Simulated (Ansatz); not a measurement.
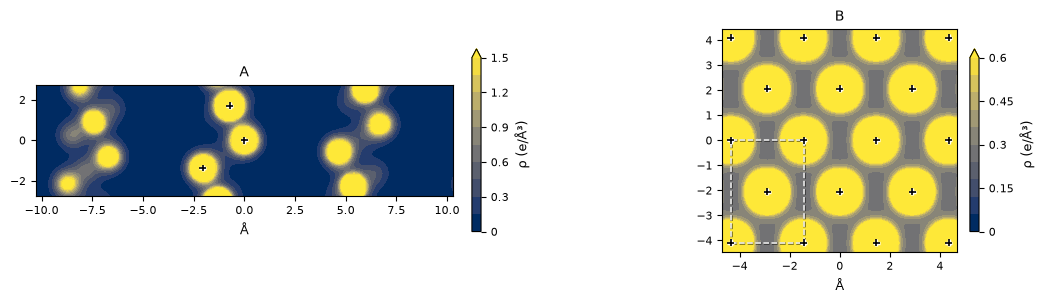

The valence charge density (pseudo) of 2 systems, each on a plane through atoms (crosses mark nuclei in the plane).

All numbers below come from Ansatz 0.2.0, DFT PBEsol, scalar-relativistic, plane waves, PAW.

System 1: NiO2, the (111) plane of the conventional cell. Space group R-3m; a structure from a database of computed crystals, not necessarily the ambient phase; changed on purpose from its base cell (volume × 0.94, shape and atoms relaxed); computed without spin polarisation.

```cif
data_structure
_symmetry_space_group_name_H-M 'P 1'
_symmetry_Int_Tables_number 1
_cell_length_a 2.7830
_cell_length_b 2.7830
_cell_length_c 19.6887
_cell_angle_alpha 90.000
_cell_angle_beta 90.000
_cell_angle_gamma 120.000
_cell_volume 132.06
loop_
_atom_site_label
_atom_site_type_symbol
_atom_site_fract_x
_atom_site_fract_y
_atom_site_fract_z
_atom_site_occupancy
Ni1 Ni 0.00000 0.00000 0.00000 1
Ni2 Ni 0.66667 0.33333 0.33333 1
Ni3 Ni 0.33333 0.66667 0.66667 1
O1 O 0.33333 0.66667 0.28591 1
O2 O 0.00000 0.00000 0.61924 1
O3 O 0.66667 0.33333 0.95257 1
O4 O 0.33333 0.66667 0.04743 1
O5 O 0.00000 0.00000 0.38076 1
O6 O 0.66667 0.33333 0.71409 1
```

System 2: V, the (101) plane of the conventional cell. Space group Im-3m; changed on purpose from its base cell (volume × 0.94); computed pressure about 14 GPa in this cell; computed without spin polarisation.

Question: Match each panel to its system.

Answer: Panel A is system 1, NiO2: the plane holds Ni and O. Ni–O (1.86 Å): ρ is about 0.86 e/Å³ halfway. Panel B is system 2, V: the plane holds V. V–V (2.51 Å): ρ is about 0.34 e/Å³ halfway.
